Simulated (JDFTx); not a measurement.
**A series of single points on KF**

System: KF (2 atoms in the cell).
Method: Kohn-Sham DFT of a periodic cell, r2SCAN, SG15-PBE-1.2, no spin polarisation (JDFTx 1.7.0 (patched build)).

The 7 runs differ only in the geometry, by an even scaling of the cell at fixed fractional positions. The structure derives from an entry of the Crystallography Open Database.

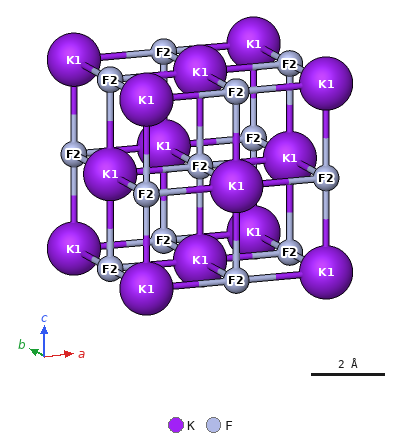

Figure 1. The structure of run 4 (ball-and-stick view of the cell 4 times as large as that of the calculation, set on its symmetry axes, seen slightly off an axis; atoms are numbered from 1 in the order of the input). An atom can appear more than once, as a periodic image.

## Input file of run 4
```
include KF.lattice
coords-type Lattice
include KF.ionpos

ion-species pseudo/K.upf
ion-species pseudo/F.upf
elec-cutoff 50 400
elec-ex-corr mgga-x-r2scan mgga-c-r2scan
kpoint-folding 7 7 7
elec-smearing Fermi 0.0018374661
elec-n-bands 14
electronic-SCF nIterations 100 energyDiffThreshold 1e-09
electronic-minimize nIterations 30 energyDiffThreshold 1e-7
forces-output-coords Cartesian

dump-name run.$VAR
dump End Ecomponents EigStats BandEigs Kpoints Forces Stress ElecDensity KEdensity
```

## File KF.lattice of run 4
```
lattice \
    0.0000000000     5.0490647461     5.0490647461 \
    5.0490647461     0.0000000000     5.0490647461 \
    5.0490647461     5.0490647461     0.0000000000
```

## File KF.ionpos of run 4
```
ion K      0.0000000000     0.0000000000     0.0000000000 1
ion F      0.5000000000     0.5000000000     0.5000000000 1
```

Command:
```bash
jdftx -c 1 -i KF.in -o KF.out
```

Run 5 differs from it as follows:
```diff
-    0.0000000000     5.0490647461     5.0490647461 \
-    5.0490647461     0.0000000000     5.0490647461 \
-    5.0490647461     5.0490647461     0.0000000000
+    0.0000000000     5.0825032354     5.0825032354 \
+    5.0825032354     0.0000000000     5.0825032354 \
+    5.0825032354     5.0825032354     0.0000000000
```

## Results, with one run withheld

| run | volume per atom (Å³) | free energy per atom, from the lowest run given (meV) | pressure (GPa) | gap on the mesh (eV) |
| --- | --- | --- | --- | --- |
| 1 | 17.929 | 4.04 | 1.70 | 7.15 |
| 2 | 18.311 | 1.04 | 0.82 | 7.03 |
| 3 | 18.692 | 0.00 | 0.05 | 6.92 |
| 4 | 19.074 | 0.65 | −0.64 | 6.81 |
| 5 | 19.455 | ? | ? | ? |
| 6 | 19.837 | 6.51 | −1.80 | 6.61 |
| 7 | 20.218 | 11.34 | −2.28 | 6.51 |

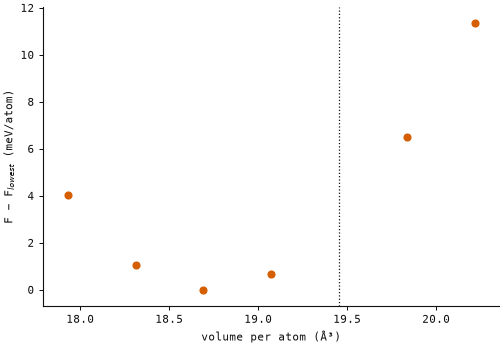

Figure 2. Free energy per atom of the runs given; the dotted line marks run 5.

Fit the runs given and predict run 5.

A cubic polynomial in V^(−2/3) (the Birch–Murnaghan form), fitted to the 6 runs given, misses them by at most 0.01 meV per atom. With x = V^(−2/3) − 0.14053 Å⁻², it reads F = 0.35352 − 585.81 x + 2.2934e+05 x² + 4.0686e+05 x³ (meV per atom). At run 5 it gives 2.89 meV per atom, and the run itself gives 2.90. The slope of the fit gives a pressure −dF/dV of −1.24 GPa there, and the run prints −1.25 GPa. The fit has its minimum at 18.727 Å³ per atom, where V d²F/dV² gives 35.3 GPa: the bulk modulus at this level, since symmetry fixes the shape and the positions. The gap on the mesh goes, without turning, from 7.15 eV in run 1 to 6.51 eV in run 7; run 5 has 6.70 eV. These are gaps of this functional on this mesh, which can miss the band edges; they aren't the measured gap.

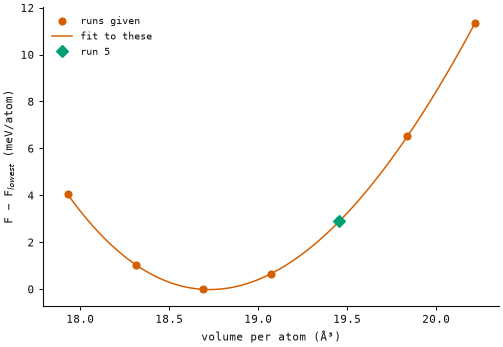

Figure 3. The fit and the withheld run.

## Some lines of the output (run 5)
```
[...]
unit cell volume = 262.581
     Etot =      -52.4709254601736177
	HOMO-LUMO gap: +0.246376
	Optical gap  : +0.246376 at state 0 ( [ +0.000000 +0.000000 +0.000000 ] spin 0 )
```

Notes: Points of doubt noted for this run: metagga forces on grid.
